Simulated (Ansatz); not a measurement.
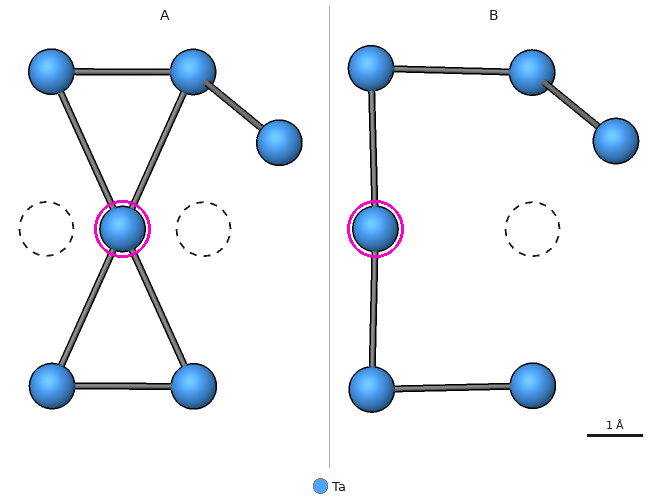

A vacancy jump of tantalum in Ta (Fm-3m phase), in a neutral cell with 26 atoms, whose images lie 9.0 Å apart. One frame is the relaxed vacancy; in the other the neighbouring Ta atom (ringed) was set half-way along its jump of 2.99 Å and all atoms were relaxed in the symmetry of that start. Dashed circles mark empty sites. The picture is a ball-and-stick view of the slice 3.8 Å thick through the jump, out to 3.9 Å from its middle, seen across the jump.

Theory: DFT PBE, scalar-relativistic, plane waves, PAW (Ansatz). Set-up: plane-wave cutoff 420 eV; k-point mesh 4 × 4 × 4; occupations gaussian; smearing width 0.1 eV; no spin polarisation; atoms relaxed in a fixed cell; force threshold 0.02 eV/Å.

Question: Which frame is the half-way one, and how far apart are the two in energy?

Answer: Frame A is the half-way start after relaxation. It lies 0.57 eV below the relaxed vacancy. The atom stays half-way, on the straight line, and this state lies lower. The vacancy kept the symmetry of its start, so it may not be in its lowest state. There it has 6 Ta as nearest neighbours, the closest at 2.88 Å. Both cells are metallic on the mesh.
